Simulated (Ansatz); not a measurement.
# Ti2Al: one candidate of a structure search, part 1 of 2

The task: take a trial cell of Ti2Al to zero force and stress.

Computed with Ansatz 0.2.0 (DFT PBE, scalar-relativistic, plane waves, PAW, unless a step's input says otherwise).

## Step 1: The system as given

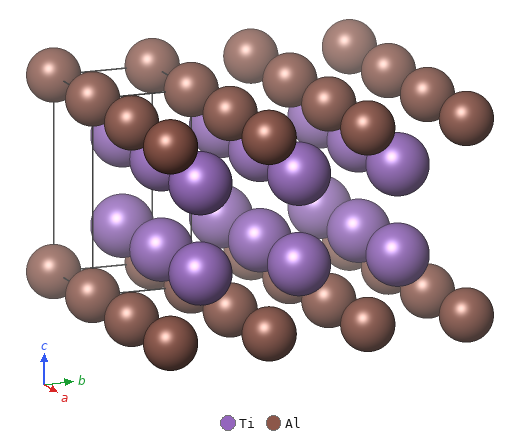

Start, viewed slightly off an axis; titanium purple, aluminium brown. 3×3×1 cells are drawn. Atoms on the faces are drawn again on the opposite ones.

Coordinates:

```
CELL_PARAMETERS angstrom
2.73511 0.00000 0.00000
0.00000 2.73511 0.00000
0.00000 0.00000 5.22565
ATOMIC_POSITIONS crystal
Ti 0.50000 0.50000 0.27000
Ti 0.50000 0.50000 0.73000
Al 0.00000 0.00000 0.00000
```

The cell is invented: species swapped into a database cell of FeSi2 (P4/mmm, No. 123), with Al on the Fe sites and Ti on the Si sites. Its size is a rough estimate.

## Step 2: Probe: one point on a coarse mesh

input.yaml reads:

```yaml
crystal:
  lattice:
    - [2.73510863, 0.0, 0.0]
    - [0.0, 2.73510863, 0.0]
    - [0.0, 0.0, 5.22564695]
  atoms:
    - { symbol: Ti, position: [0.5, 0.5, 0.27000001] }
    - { symbol: Ti, position: [0.5, 0.5, 0.72999999] }
    - { symbol: Al, position: [0.0, 0.0, 0.0] }
basis:
  ecutwfc: 420
kpoints:
  mp_grid: { grid: [6, 6, 4] }
hamiltonian:
  xc: pbe
scf:
  occupations: { method: gaussian, width: 0.1 }
  lower_state_search: "off"
output:
  forces: true
  stress: true
  eigenvalues: true
```

Command:

```sh
$ ansatz run input.yaml --threads 1 --pin off --max-ram 2560MiB --backend cpu --events-out ev --progress --plain --runs-dir out
```

What it wrote, shortened:

```text
Warning: RAYON_NUM_THREADS=1 ignored (pool sized by the plan → 1); use --threads N
[...]
Pseudopotentials: kind: paw
Pseudopotential: Ti, paw, valence charge 12, recommended cutoff 420 eV (normal), Ti.paw.azcp
Pseudopotential: Al, paw, valence charge 3, recommended cutoff 420 eV (normal), Al.paw.azcp
Functional definition: PBE
[...]
Crystal: 3 atoms, lattice volume = 39.092 Å³
Basis set: ecut = 420 eV, 773 PW (Γ), exchange–correlation on 40×40×72 points (8 copies of the dense FFT grid, shifted against one another)
Bands: 18, of which v1, the nominal top of the filled ones, is band 14 counted from 1 (13 counted from 0)
Symmetry: 16 space group operations
Space group: P4/mmm (ITA 123), of the structure as read, at distance tolerance 3.4e-5 Å
k-points: 30 of 144
[...]
SCF iter   1: F=—  HF=-5533.853010 eV  |F-HF|=—  |Δ(HF+E_count)|=         —  Δρ=1.02e-2  dr2=5.32e-2  ethr=1.77e-3  ⟨swp⟩=5.2  Hψ=2586  notcnv=0
[...]
SCF iter   7: F=-5533.841104 eV  HF=-5533.841104 eV  |F-HF|=3.38e-9  |Δ(HF+E_count)|=   4.74e-8  Δρ=5.54e-6  dr2=4.25e-9  ethr=3.70e-10  ⟨swp⟩=5.1  Hψ=1940  notcnv=0
[...]
SCF converged after 7 iterations
Free energy (F): -5533.841104 eV
[...]
E sigma→0 (E₀):  -5533.830981 eV
Entropy (-TS):   -0.020246 eV (-6.749 meV/atom)
Fermi energy:    15.354379 eV
[...]
--- Forces (eV/Å), atoms counted from 1 ---
  atom   1  Ti     0.00000000     0.00000000     3.58385512
  atom   2  Ti     0.00000000     0.00000000    -3.58385512
  atom   3  Al    -0.00000000    -0.00000000     0.00000000
[...]
--- Stress (GPa, compression-positive) ---
       48.835001       0.000000       0.000000
        0.000000      48.835001       0.000000
        0.000000       0.000000      81.160063
  P = ⅓ Tr σ = 59.6100 GPa (596.100 kbar)
--- Band table (eV; the first three rows and the last of 30) ---
  k-point 0: bands = ["-40.7808", "-40.5834", "-17.7344", "-16.7522", "-16.7522", "-16.6281", "-16.6281", "-16.5199", "6.1702", "11.5333", "12.6407", "13.4764", "14.5596", "14.8664", "16.2908", "16.2908", "18.8399", "19.0569"]
[...]
```

Wall time 2.8 s (1 thread of Intel Xeon at 2.50GHz (Skylake/Cascade Lake), shared host); peak memory 0.33 GiB.

From the probe: pressure 59.6 GPa, largest force 3.58 eV/Å, gap on this mesh none (metal). A cheap, loose relaxation comes first.

## Step 3: A loose first relaxation

Edit input.yaml of step 2 so:

```diff
@@ -22 +22,6 @@
   eigenvalues: true
+relax:
+  adjacent_minimum: "off"
+  f_tol: 0.04
+  max_steps: 70
+  cell: { stress_tol: 0.4 }
```

Command:

```sh
$ ansatz run input.yaml --threads 1 --pin off --max-ram 2560MiB --backend cpu --events-out ev --progress --plain --runs-dir out
```

What it wrote:

```text
Warning: RAYON_NUM_THREADS=1 ignored (pool sized by the plan → 1); use --threads N
Engine: ansatz 0.2.0, x86_64-unknown-linux-gnu
[... 4 set-up lines as earlier in the session ...]
  parameter kappa = 0.804
  parameter beta = 0.06672455060314922
  exchange = pbe_x(kappa = kappa, mu = beta*pi^2/3)
  correlation = pbe_c(beta = beta)
Crystal: 3 atoms, lattice volume = 39.092 Å³
Basis set: ecut = 420 eV, 773 PW (Γ), exchange–correlation on 40×40×72 points (8 copies of the dense FFT grid, shifted against one another)
Bands: 18, of which v1, the nominal top of the filled ones, is band 14 counted from 1 (13 counted from 0)
[... 2 set-up lines as earlier in the session ...]
k-points: 30 of 144
Non-local potential: Ti, projectors of the file, l = 0: 3, l = 1: 2, l = 2: 3, l = 3: 1
Non-local potential: Al, projectors of the file, l = 0: 2, l = 1: 2, l = 2: 1
PAW form: soft (Blöchl's): semilocal exchange-correlation on the pseudo side does not see the compensation charge
PAW one-centre angular grid: Ti, 590 points (default); XC on 64 Gauss nodes
PAW one-centre angular grid: Al, 110 points (default); XC on 64 Gauss nodes
Initial density: superposition of atomic densities (neutral atoms: chi_scale 0, normalization atom), corrected by the library's trained network
Initial wavefunctions: pseudopotential atomic-orbital guess
Functional: x = pbe(κ = 0.804, μ = 0.2195149727645171), c = pbe(β = 0.06672455060314922)
SCF iter   1: F=—  HF=-5533.853010 eV  |F-HF|=—  |Δ(HF+E_count)|=         —  Δρ=1.02e-2  dr2=5.32e-2  ethr=1.77e-3  ⟨swp⟩=5.2  Hψ=2586  notcnv=0
preconditioner: auto → none  [metal: Δε(μ)=0.021 eV  Ē_g=4.369 eV  σ=0.100 eV  W_gap=0.12  n_scr=8 (ndim 8)  ℏωp=19.7 eV  f_vac=0.000  D(μ)=3.90/eV (n_scr^D=46)  sad-step TF]
SCF iter   2: F=—  HF=-5533.846072 eV  |F-HF|=—  |Δ(HF+E_count)|=   6.94e-3  Δρ=6.23e-3  dr2=2.44e-2  ethr=1.97e-4  ⟨swp⟩=1.0  Hψ=780  notcnv=0
SCF iter   3: F=—  HF=-5533.841876 eV  |F-HF|=—  |Δ(HF+E_count)|=   4.20e-3  Δρ=1.45e-3  dr2=3.67e-3  ethr=9.04e-5  ⟨swp⟩=2.0  Hψ=720  notcnv=0
SCF iter   4: F=—  HF=-5533.841171 eV  |F-HF|=—  |Δ(HF+E_count)|=   7.06e-4  Δρ=3.66e-4  dr2=7.76e-5  ethr=1.36e-5  ⟨swp⟩=2.0  Hψ=692  notcnv=0
SCF iter   5: F=—  HF=-5533.841104 eV  |F-HF|=—  |Δ(HF+E_count)|=   6.62e-5  Δρ=9.94e-5  dr2=2.70e-6  ethr=2.87e-7  ⟨swp⟩=2.1  Hψ=810  notcnv=0
SCF iter   6: F=—  HF=-5533.841104 eV  |F-HF|=—  |Δ(HF+E_count)|=   3.90e-8  Δρ=2.57e-5  dr2=1.25e-7  ethr=1.00e-8  ⟨swp⟩=2.2  Hψ=809  notcnv=0
SCF iter   7: F=-5533.841104 eV  HF=-5533.841104 eV  |F-HF|=3.38e-9  |Δ(HF+E_count)|=   4.73e-8  Δρ=5.54e-6  dr2=4.25e-9  ethr=3.70e-10  ⟨swp⟩=5.1  Hψ=1941  notcnv=0
SCF 1 converged in 7 iterations: F = -5533.841104 eV  dr2 = 4.25e-9
relax step   1: F+E_penalty+E_count = -5533.84110439 eV  Δ(F+E_penalty+E_count) = +0.000e0 eV  max|allowed force component| = 3.584e0 eV/Å  Δτ_max = 0.0000 Å  P = +59.610 GPa  Ω = 39.092 Å³  (7 SCF iters, dr2 threshold 1.00e-7 eV, accepted)
Crystal: 3 atoms, lattice volume = 42.819 Å³
Basis set: ecut = 420 eV, 847 PW (Γ), exchange–correlation on 40×40×72 points (8 copies of the dense FFT grid, shifted against one another)
Initial density: handed on by an earlier stage of this run
Initial wavefunctions: those handed on with the density
iter 1 solved again at ethr=1.82e-3 eV; its pass at ethr=3.10e-3 eV (dr2=4.92e-1 eV) is discarded
SCF iter   1: F=—  HF=-5535.399413 eV  |F-HF|=—  |Δ(HF+E_count)|=         —  Δρ=1.64e-2  dr2=4.92e-1  ethr=1.82e-3  ⟨swp⟩=1.0  Hψ=3378  notcnv=0
preconditioner: auto → Kerker (q_TF=auto, 2.526 Å⁻¹)  [metal: Δε(μ)=0.030 eV  Ē_g=3.967 eV  σ=0.100 eV  W_gap=0.17  n_scr=16 (ndim 8)  ℏωp=18.8 eV  f_vac=0.000  D(μ)=5.57/eV (n_scr^D=76)]
SCF iter   2: F=—  HF=-5535.339183 eV  |F-HF|=—  |Δ(HF+E_count)|=   6.02e-2  Δρ=9.54e-3  dr2=1.80e-1  ethr=1.82e-3  ⟨swp⟩=1.2  Hψ=552  notcnv=0
SCF iter   3: F=—  HF=-5535.305685 eV  |F-HF|=—  |Δ(HF+E_count)|=   3.35e-2  Δρ=1.32e-3  dr2=1.53e-3  ethr=6.67e-4  ⟨swp⟩=2.0  Hψ=839  notcnv=0
SCF iter   4: F=—  HF=-5535.305330 eV  |F-HF|=—  |Δ(HF+E_count)|=   3.55e-4  Δρ=4.73e-4  dr2=1.40e-4  ethr=5.68e-6  ⟨swp⟩=1.8  Hψ=812  notcnv=0
SCF iter   5: F=—  HF=-5535.305325 eV  |F-HF|=—  |Δ(HF+E_count)|=   5.06e-6  Δρ=1.58e-4  dr2=1.15e-5  ethr=5.17e-7  ⟨swp⟩=2.0  Hψ=674  notcnv=0
SCF iter   6: F=—  HF=-5535.305323 eV  |F-HF|=—  |Δ(HF+E_count)|=   1.98e-6  Δρ=3.25e-5  dr2=4.59e-7  ethr=4.24e-8  ⟨swp⟩=2.1  Hψ=714  notcnv=0
SCF iter   7: F=-5535.305323 eV  HF=-5535.305323 eV  |F-HF|=6.77e-9  |Δ(HF+E_count)|=   2.03e-8  Δρ=7.49e-6  dr2=1.76e-8  ethr=1.11e-9  ⟨swp⟩=5.3  Hψ=2373  notcnv=0
SCF 2 converged in 7 iterations: F = -5535.305323 eV  dr2 = 1.76e-8
relax step   2: F+E_penalty+E_count = -5535.30532330 eV  Δ(F+E_penalty+E_count) = -1.464e0 eV  max|allowed force component| = 1.626e0 eV/Å  Δτ_max = 0.0496 Å  P = +33.811 GPa  Ω = 42.819 Å³  energy of the carried Pulay correction = -1.194e-3 eV  (7 SCF iters, dr2 threshold 3.00e-7 eV, accepted)
Crystal: 3 atoms, lattice volume = 45.922 Å³
Basis set: ecut = 420 eV, 927 PW (Γ), exchange–correlation on 40×40×72 points (8 copies of the dense FFT grid, shifted against one another)
iter 1 solved again at ethr=9.43e-4 eV; its pass at ethr=3.10e-3 eV (dr2=2.55e-1 eV) is discarded
SCF iter   1: F=—  HF=-5536.101991 eV  |F-HF|=—  |Δ(HF+E_count)|=         —  Δρ=1.11e-2  dr2=2.55e-1  ethr=9.43e-4  ⟨swp⟩=1.0  Hψ=3441  notcnv=0
preconditioner: auto → Kerker (q_TF=auto, 2.497 Å⁻¹)  [metal: Δε(μ)=0.027 eV  Ē_g=3.789 eV  σ=0.100 eV  W_gap=0.15  n_scr=16 (ndim 8)  ℏωp=18.2 eV  f_vac=0.000  D(μ)=5.37/eV (n_scr^D=76)]
SCF iter   2: F=—  HF=-5536.071267 eV  |F-HF|=—  |Δ(HF+E_count)|=   3.07e-2  Δρ=6.49e-3  dr2=9.58e-2  ethr=9.43e-4  ⟨swp⟩=1.2  Hψ=546  notcnv=0
SCF iter   3: F=—  HF=-5536.053732 eV  |F-HF|=—  |Δ(HF+E_count)|=   1.75e-2  Δρ=9.71e-4  dr2=1.13e-3  ethr=3.55e-4  ⟨swp⟩=2.1  Hψ=855  notcnv=0
SCF iter   4: F=—  HF=-5536.053473 eV  |F-HF|=—  |Δ(HF+E_count)|=   2.59e-4  Δρ=3.75e-4  dr2=9.19e-5  ethr=4.19e-6  ⟨swp⟩=1.5  Hψ=790  notcnv=0
SCF iter   5: F=—  HF=-5536.053429 eV  |F-HF|=—  |Δ(HF+E_count)|=   4.35e-5  Δρ=1.29e-4  dr2=8.07e-6  ethr=3.41e-7  ⟨swp⟩=2.0  Hψ=667  notcnv=0
SCF iter   6: F=-5536.053428 eV  HF=-5536.053428 eV  |F-HF|=7.38e-8  |Δ(HF+E_count)|=   9.96e-7  Δρ=2.55e-5  dr2=2.55e-7  ethr=1.11e-9  ⟨swp⟩=4.4  Hψ=2722  notcnv=0
SCF 3 converged in 6 iterations: F = -5536.053428 eV  dr2 = 2.55e-7
relax step   3: F+E_penalty+E_count = -5536.05342809 eV  Δ(F+E_penalty+E_count) = -7.481e-1 eV  max|allowed force component| = 5.620e-1 eV/Å  Δτ_max = 0.0363 Å  P = +18.629 GPa  Ω = 45.922 Å³  energy of the carried Pulay correction = -2.109e-3 eV  (6 SCF iters, dr2 threshold 3.00e-7 eV, accepted)
[... from here on, the SCF cycles and remarks between the steps are left out ...]
relax step   4: F+E_penalty+E_count = -5536.44162628 eV  Δ(F+E_penalty+E_count) = -3.882e-1 eV  max|allowed force component| = 1.577e-2 eV/Å  Δτ_max = 0.0221 Å  P = +8.870 GPa  Ω = 48.511 Å³  energy of the carried Pulay correction = -2.823e-3 eV  (6 SCF iters, dr2 threshold 3.00e-7 eV, accepted)
relax step   5: F+E_penalty+E_count = -5536.60677241 eV  Δ(F+E_penalty+E_count) = -1.651e-1 eV  max|allowed force component| = 1.840e-1 eV/Å  Δτ_max = 0.0189 Å  P = +7.515 GPa  Ω = 48.259 Å³  energy of the carried Pulay correction = -2.756e-3 eV  (6 SCF iters, dr2 threshold 3.00e-7 eV, accepted)
relax step   6: F+E_penalty+E_count = -5536.69370255 eV  Δ(F+E_penalty+E_count) = -8.693e-2 eV  max|allowed force component| = 1.115e-1 eV/Å  Δτ_max = 0.0311 Å  P = -0.973 GPa  Ω = 51.363 Å³  energy of the carried Pulay correction = -3.564e-3 eV  (6 SCF iters, dr2 threshold 3.00e-7 eV, accepted)
relax step   7: F+E_penalty+E_count = -5536.69696008 eV  Δ(F+E_penalty+E_count) = -3.258e-3 eV  max|allowed force component| = 2.683e-2 eV/Å  Δτ_max = 0.0095 Å  P = +0.020 GPa  Ω = 50.856 Å³  energy of the carried Pulay correction = -3.435e-3 eV  (6 SCF iters, dr2 threshold 3.00e-7 eV, accepted)
relax step   8: F+E_penalty+E_count = -5536.80807044 eV  Δ(F+E_penalty+E_count) = -1.111e-1 eV  max|allowed force component| = 6.947e-3 eV/Å  Δτ_max = 0.0000 Å  P = +2.894 GPa  Ω = 50.856 Å³  stress off target by 6.89e0 GPa  SCF on the basis re-selected at this cell (its energy is not comparable with the rows above)  (8 SCF iters)
relax step   9: F+E_penalty+E_count = -5536.84296995 eV  Δ(F+E_penalty+E_count) = -3.490e-2 eV  max|allowed force component| = 5.465e-2 eV/Å  Δτ_max = 0.0018 Å  P = +0.712 GPa  Ω = 51.826 Å³  energy of the carried Pulay correction = -2.153e-4 eV  (6 SCF iters, dr2 threshold 3.00e-7 eV, accepted)
relax step  10: F+E_penalty+E_count = -5536.84558529 eV  Δ(F+E_penalty+E_count) = -2.615e-3 eV  max|allowed force component| = 2.653e-2 eV/Å  Δτ_max = 0.0085 Å  P = -0.078 GPa  Ω = 52.355 Å³  energy of the carried Pulay correction = -3.549e-4 eV  (6 SCF iters, dr2 threshold 3.00e-7 eV, accepted)
Basis set: ecut = 420 eV, 1051 PW (Γ), exchange–correlation on 40×40×96 points (8 copies of the dense FFT grid, shifted against one another)
iter 1 solved again at ethr=4.46e-8 eV; its pass at ethr=3.10e-3 eV (dr2=1.20e-5 eV) is discarded
SCF iter   1: F=—  HF=-5536.845966 eV  |F-HF|=—  |Δ(HF+E_count)|=         —  Δρ=2.13e-4  dr2=6.03e-7  ethr=4.46e-8  ⟨swp⟩=2.9  Hψ=3751  notcnv=0
preconditioner: auto → Kerker (q_TF=auto, 2.443 Å⁻¹)  [metal: Δε(μ)=0.033 eV  Ē_g=3.598 eV  σ=0.100 eV  W_gap=0.18  n_scr=16 (ndim 8)  ℏωp=17.0 eV  f_vac=0.000  D(μ)=1.75/eV (n_scr^D=16)]
SCF iter   2: F=—  HF=-5536.845993 eV  |F-HF|=—  |Δ(HF+E_count)|=   2.73e-5  Δρ=1.08e-4  dr2=1.59e-7  ethr=2.23e-9  ⟨swp⟩=2.0  Hψ=666  notcnv=0
iter 3 did not close the SCF: its close was put off for the readings that it lacked (scf_convergence_deferred on its scf_iter line)
SCF iter   3: F=-5536.846009 eV  HF=-5536.846009 eV  |F-HF|=6.22e-10  |Δ(HF+E_count)|=   1.66e-5  Δρ=1.54e-6  dr2=8.35e-10  ethr=5.87e-10  ⟨swp⟩=2.0  Hψ=674  notcnv=0
iter 4 did not close the SCF: its close was put off for the readings that it lacked (scf_convergence_deferred on its scf_iter line)
SCF iter   4: F=-5536.846009 eV  HF=-5536.846009 eV  |F-HF|=2.73e-11  |Δ(HF+E_count)|=  6.95e-10  Δρ=5.80e-7  dr2=1.76e-10  ethr=3.09e-12  ⟨swp⟩=2.3  Hψ=752  notcnv=0
iter 5 did not close the SCF: its close was put off for the readings that it lacked (scf_convergence_deferred on its scf_iter line)
SCF iter   5: F=-5536.846009 eV  HF=-5536.846009 eV  |F-HF|=0.00e0  |Δ(HF+E_count)|=  4.27e-11  Δρ=1.15e-7  dr2=4.52e-12  ethr=1.00e-12  ⟨swp⟩=1.0  Hψ=541  notcnv=0
SCF iter   6: F=-5536.846009 eV  HF=-5536.846009 eV  |F-HF|=1.82e-12  |Δ(HF+E_count)|=  9.09e-13  Δρ=4.14e-8  dr2=1.02e-12  ethr=1.00e-12  ⟨swp⟩=1.0  Hψ=1200  notcnv=0
SCF 11 converged in 6 iterations: F = -5536.846009 eV  dr2 = 1.02e-12
relax step  11: F+E_penalty+E_count = -5536.84600949 eV  Δ(F+E_penalty+E_count) = -4.242e-4 eV  max|allowed force component| = 2.658e-2 eV/Å  Δτ_max = 0.0000 Å  P = -0.079 GPa  Ω = 52.355 Å³  stress off target by 2.52e-1 GPa  SCF on the basis re-selected at this cell (its energy is not comparable with the rows above)  (6 SCF iters)
basis re-selected at this cell: Δ(F+E_penalty+E_count) = -4.242e-4 eV, ΔP = -0.001 GPa vs the last step (what re-selecting the basis moved, of the pressure what is left beyond the Pulay correction that the steps carried, after the strain that the cell walked since its last selection, with what the two solves' SCF thresholds leave and, on support functions, any second-order correction that the steps lacked; it is no measure of the basis error at this ecutwfc). The dense FFT grid was sized anew with the basis: this SCF ran on 20×20×48 points, the steps before it on 20×20×45, so part of this shift can come from that change (see relax.cell in the input reference). This SCF's stress stands 2.52e-1 GPa from its target on what of the cell is left free (relax.cell.stress_tol is 4.00e-1 GPa) and its largest allowed force component is 2.66e-2 eV/Å (relax.f_tol is 4.00e-2 eV/Å): within both
SCF converged after 6 iterations
Free energy (F): -5536.846009 eV
Harris-Foulkes:  -5536.846009 eV  (|F-HF|=1.82e-12)
Internal energy: -5536.837256 eV  (E = F + TS)
E sigma→0 (E₀):  -5536.841633 eV
Entropy (-TS):   -0.008753 eV (-2.918 meV/atom)
Fermi energy:    11.026544 eV
--- Per-component energies (eV) ---
  E_band       = -348.828695
  E_kinetic    = 569.177739
  E_local      = -2040.151782  (includes V_loc(G=0)·N_el)
  E_nonlocal   = 28.986074
  E_hartree    = 856.714176
  E_xc         = -234.714040
  E_vxc        = -272.856443  (∫ρ·V_xc dr)
  E_paw        = -2563.973595  (= ΣΔE_a)
  E_vpaw       = -347.412917  (= ΣTr[D̂ρ^β])
  E_aug_tail   = 0.000244  (compensation charges beyond the density's cutoff)
  E_ewald      = -2152.876072
  E_smearing   = -0.008753  (= −TS)
  E_closure    = 0.000000  (closes the sum)
  Σ components = -5536.846009   (vs F -5536.846009, Δ=0.00e0)
--- Forces (eV/Å), atoms counted from 1 ---
  atom   1  Ti     0.00000000     0.00000000     0.02658002
  atom   2  Ti    -0.00000000     0.00000000    -0.02658002
  atom   3  Al     0.00000000     0.00000000     0.00000000
  max |Σ_I F_I| component: 3.55e-30 eV/Å
--- Stress (GPa, compression-positive) ---
        0.008109       0.000000      -0.000000
        0.000000       0.008109       0.000000
       -0.000000       0.000000      -0.252228
  P = ⅓ Tr σ = -0.0787 GPa (-0.787 kbar)
--- Band table (eV; the first three rows and the last of 30) ---
  k-point 0: bands = ["-45.6628", "-45.6354", "-22.1549", "-21.9201", "-21.6003", "-21.6003", "-21.5813", "-21.5813", "2.3722", "6.8723", "7.6066", "10.0358", "10.0724", "10.3961", "12.0408", "12.7883", "12.7883", "13.6292"]
  k-point 1: bands = ["-45.6625", "-45.6357", "-22.1482", "-21.9271", "-21.6001", "-21.6001", "-21.5815", "-21.5815", "2.4480", "6.1402", "8.5172", "10.0606", "10.0777", "10.3483", "11.8575", "12.8724", "12.8724", "13.5149"]
  k-point 2: bands = ["-45.6622", "-45.6360", "-22.1410", "-21.9346", "-21.5999", "-21.5999", "-21.5817", "-21.5817", "2.5317", "5.7286", "9.2079", "9.9899", "10.1453", "10.2748", "11.6274", "13.0025", "13.0025", "13.3553"]
  k-point 29: bands = ["-45.5294", "-45.5049", "-22.0576", "-22.0576", "-22.0315", "-22.0315", "-22.0090", "-21.8192", "8.5070", "8.6217", "9.2754", "9.2754", "10.4681", "10.4681", "11.6211", "11.9159", "14.8575", "14.8575"]
--- Relaxed structure (9 steps of the walk, 9 accepted, 2 SCFs on fresh bases) ---
  F+E_penalty+E_count = -5536.84600949 eV   max|allowed force component| = 2.658e-2 eV/Å   (the final SCF, on the basis selected at the relaxed cell)
  cell:  # Å, volume = 52.3550 Å³
    - [2.786210876679449, -6.887427230274106e-34, 0.0]
    - [-6.887427230274106e-34, 2.786210876679449, 0.0]
    - [0.0, 0.0, 6.744199824697093]
  atoms:
    - { symbol: Ti, position: [0.49999999999999994, 0.49999999999999994, 0.2888477614220172] }
    - { symbol: Ti, position: [0.49999999999999994, 0.49999999999999994, 0.7111522385779829] }
    - { symbol: Al, position: [5.7762400738911584e-36, 1.9254133579637196e-36, 0.0] }
```

Wall time 41 s (1 thread of Intel Xeon at 2.50GHz (Skylake/Cascade Lake), shared host); peak memory 0.37 GiB.

Step by step:

| step | energy from step 1 (eV/cell) | largest force component (eV/Å) | pressure (GPa) | volume (Å³) |
| --- | --- | --- | --- | --- |
| 1 | 0.0000 | 3.5839 | 59.61 | 39.09 |
| 2 | -1.4642 | 1.6259 | 33.81 | 42.82 |
| 3 | -2.2123 | 0.5620 | 18.63 | 45.92 |
| 4 | -2.6005 | 0.0158 | 8.87 | 48.51 |
| 5 | -2.7657 | 0.1840 | 7.51 | 48.26 |
| 6 | -2.8526 | 0.1115 | -0.97 | 51.36 |
| 7 | -2.8559 | 0.0268 | 0.02 | 50.86 |
| 8 | -2.9670 | 0.0069 | 2.89 | 50.86 |
| 9 | -3.0019 | 0.0547 | 0.71 | 51.83 |
| 10 | -3.0045 | 0.0265 | -0.08 | 52.36 |
| 11 | -3.0049 | 0.0266 | -0.08 | 52.36 |

Step 1 is the start. Steps 8, 11 each repeat the geometry before them on a plane-wave basis chosen anew, so the energy can jump there without any move.

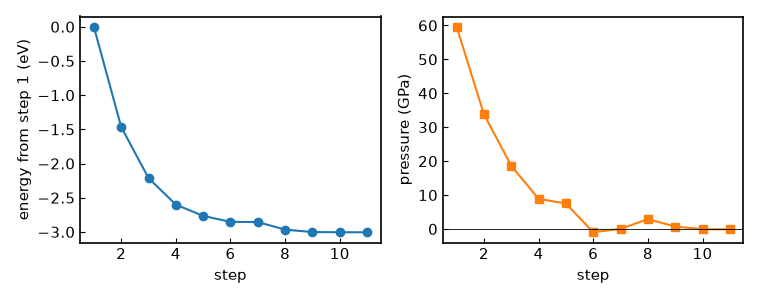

Energy and pressure along the relaxation.

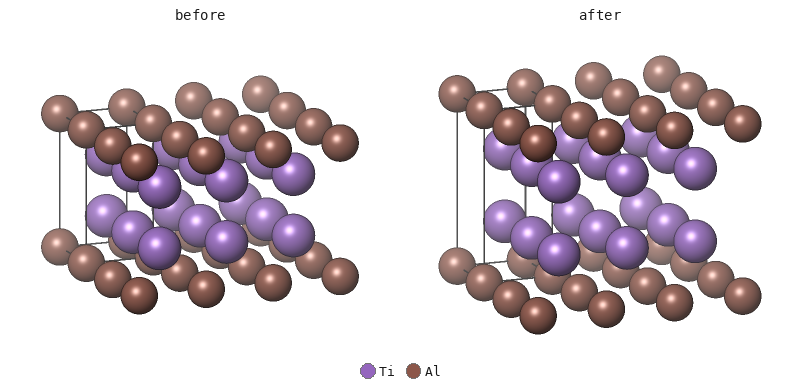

The structure before (left) and after (right) the relaxation, drawn at the same scale.

|  | before | after | change |
| --- | --- | --- | --- |
| a (Å) | 2.735 | 2.786 | +1.9 % |
| b (Å) | 2.735 | 2.786 | +1.9 % |
| c (Å) | 5.226 | 6.744 | +29.1 % |
| volume (Å³/atom) | 13.03 | 17.45 | +33.9 % |
| shortest distance (Å) | 2.394 | 2.771 | +15.7 % |
| space group (0.01 Å) | P4/mmm | P4/mmm | same |

Forces and stress were held to the start's 16 operations: a distortion of lower symmetry was not tested.

(Continued in part 2 of 2.)
